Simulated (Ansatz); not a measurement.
Here is a crystal structure:

```
CELL_PARAMETERS angstrom
3.43397 0.00000 0.00000
0.00000 3.43397 0.00000
0.00000 0.00000 3.43397
ATOMIC_POSITIONS crystal
Ag 0.00000 0.00000 0.00000
Cl 0.50000 0.50000 0.50000
```

Question: What crystal do these data define?

Answer: It has the composition AgCl. The atoms follow space group Pm-3m (No. 221); the Bravais lattice is primitive cubic. Among the common structure types it is caesium chloride (CsCl, B2) type. Atoms per cell: 2 (1 Ag, 1 Cl). The polyhedra are AgCl8 cubes; they share corners, edges and faces. Ag bonds to eight Cl in a cubic arrangement at 2.97 Å. Cl bonds to eight Ag in a cubic arrangement at 2.97 Å. The bonds build a three-dimensional framework.

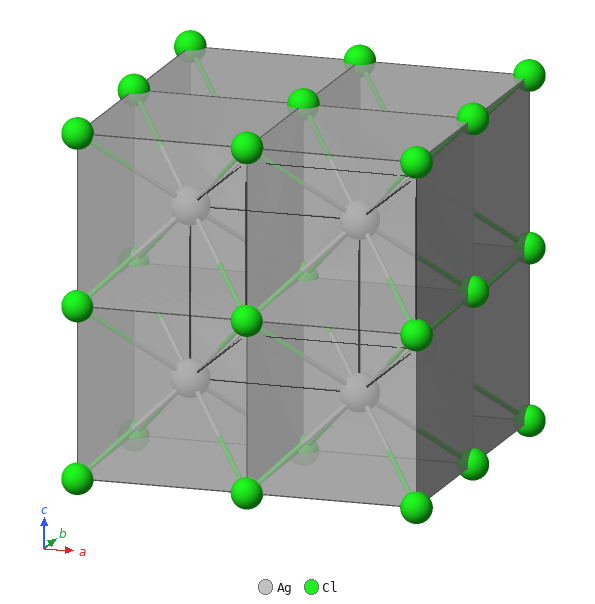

Polyhedral model, viewed slightly off an axis. One conventional unit cell is framed, with atoms on its boundary repeated. A few atoms beyond the faces are included. Colours: silver light grey, chlorine green.

The initial geometry was a structure listed in the Materials Project. Earlier steps of the study may have refined or changed the cell and positions. It went into a calculation with Ansatz.

At this level of theory the cell isn't at rest (stretched, at -8 GPa), so its distances can differ from those at equilibrium, the more so the softer the solid.
